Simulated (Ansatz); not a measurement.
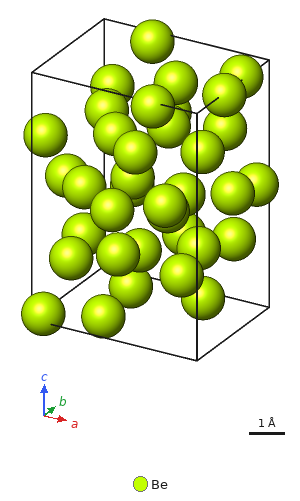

Starting frame of a dynamics run of a 36-atom cell of Be. It starts from the last geometry of an earlier run, with fresh velocities. Style: spheres-only. Shown: the simulation cell, slightly off an axis.

The calculation used DFT PBE, scalar-relativistic, plane waves, PAW (Ansatz).

Input
```yaml
accuracy: low
crystal:
  lattice:
    - [6.982643, 0.0, 0.0]
    - [-3.491321, 6.047146, 0.0]
    - [0.0, 0.0, 7.294534]
  atoms:
    - { symbol: Be, position: [0.04894072, 0.03290459, 0.02023611] }
    - { symbol: Be, position: [0.12768277, 0.23860688, 0.21397606] }
    - { symbol: Be, position: [-0.04838853, -0.07550083, 0.50022943] }
    - { symbol: Be, position: [0.01120899, 0.15001961, 0.71124896] }
    - { symbol: Be, position: [-0.00630733, 0.38104386, -0.01279576] }
    - { symbol: Be, position: [0.06289139, 0.56095275, 0.22897918] }
    - { symbol: Be, position: [0.02659493, 0.41541533, 0.49247328] }
    - { symbol: Be, position: [0.16918748, 0.63762834, 0.73230146] }
    - { symbol: Be, position: [-0.03774384, 0.68595944, -0.0102581] }
    - { symbol: Be, position: [0.19932159, 0.91939101, 0.37427689] }
    - { symbol: Be, position: [-0.07338329, 0.65053606, 0.51990474] }
    - { symbol: Be, position: [0.08454259, 0.90787611, 0.75758126] }
    - { symbol: Be, position: [0.3045053, -0.04081252, -0.03690194] }
    - { symbol: Be, position: [0.41333292, 0.2349031, 0.27756962] }
    - { symbol: Be, position: [0.46585152, 0.0326558, 0.50971278] }
    - { symbol: Be, position: [0.53579637, 0.19305593, 0.71979545] }
    - { symbol: Be, position: [0.3157581, 0.25511404, 0.00653337] }
    - { symbol: Be, position: [0.42711415, 0.50233053, 0.23857887] }
    - { symbol: Be, position: [0.23221293, 0.18163657, 0.53106413] }
    - { symbol: Be, position: [0.30628662, 0.44065058, 0.70259944] }
    - { symbol: Be, position: [0.29814553, 0.67540531, 0.03398754] }
    - { symbol: Be, position: [0.5126172, 0.92373198, 0.22870416] }
    - { symbol: Be, position: [0.30086121, 0.69345392, 0.47092057] }
    - { symbol: Be, position: [0.48503468, 0.78488875, 0.7454403] }
    - { symbol: Be, position: [0.71402279, 0.03104761, -0.02960351] }
    - { symbol: Be, position: [0.8027372, 0.22663476, 0.25974133] }
    - { symbol: Be, position: [0.76690447, 0.07837717, 0.56735042] }
    - { symbol: Be, position: [0.8677345, 0.36731756, 0.73890603] }
    - { symbol: Be, position: [0.70159909, 0.37776828, -0.0114224] }
    - { symbol: Be, position: [0.7561889, 0.56861114, 0.28751663] }
    - { symbol: Be, position: [0.67325293, 0.32839906, 0.4758603] }
    - { symbol: Be, position: [0.60892809, 0.48948457, 0.77313041] }
    - { symbol: Be, position: [0.7094913, 0.7344032, 0.04229053] }
    - { symbol: Be, position: [0.81799898, 0.91271967, 0.26002875] }
    - { symbol: Be, position: [0.62104792, 0.6664285, 0.46048734] }
    - { symbol: Be, position: [0.79802963, 0.83696156, 0.71955636] }
basis:
  ecutwfc: 420.0
kpoints:
  mp_grid: { grid: [2, 2, 2] }
hamiltonian:
  xc: pbe
scf:
  occupations: { method: fermi_dirac, width: 0.24 }
  lower_state_search: "off"
md:
  timestep: 1
  n_steps: 100
  ensemble: nvt_langevin
  temperature: 1680.0
  initial_velocities: maxwell_boltzmann
  seed: 655024
  friction: 0.05
```

Run as
```bash
ansatz run input.yaml --threads 1 --pin off --max-ram 3072MiB --backend cpu --events-out ev --progress --plain --runs-dir out
```

What does the trajectory do?

Answer. The mean temperature in the second half is 1888 K (standard deviation 248 K). The potential energy in the second half lies on average 147 meV per atom below the first frame. Root-mean-square distances from the starting positions over the second half, with the common drift of all atoms taken out: Be 0.61 Å. The run lasts only 100 fs, too short to tell vibration from diffusion.

Along the run (each row but the first and the last is the mean over the interval that it begins):

```
time (fs)  potential energy (meV/atom)  T (K)
      0.0                          0.0   1633
     10.0                        -55.4   2238
     20.0                        -62.2   2036
     30.0                       -120.5   2630
     40.0                       -105.5   1900
     50.0                       -112.5   1975
     60.0                       -138.5   1940
     70.0                       -166.1   2146
     80.0                       -133.0   1721
     90.0                       -178.8   1696
    100.0                       -202.1   1505
```

The paths of the atoms:

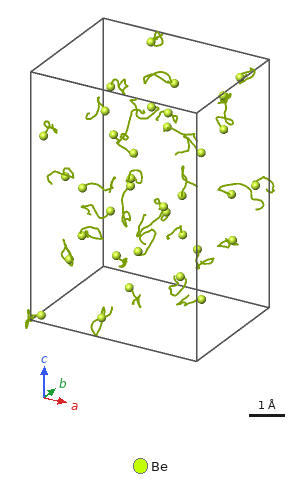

Limits of the set-up: the k-point mesh is coarse for a cell with partly filled bands; the program's low-accuracy preset was used.

The run took 14 min on 1 thread of Arm Neoverse V1, on a shared host, peak memory 0.7 GiB.
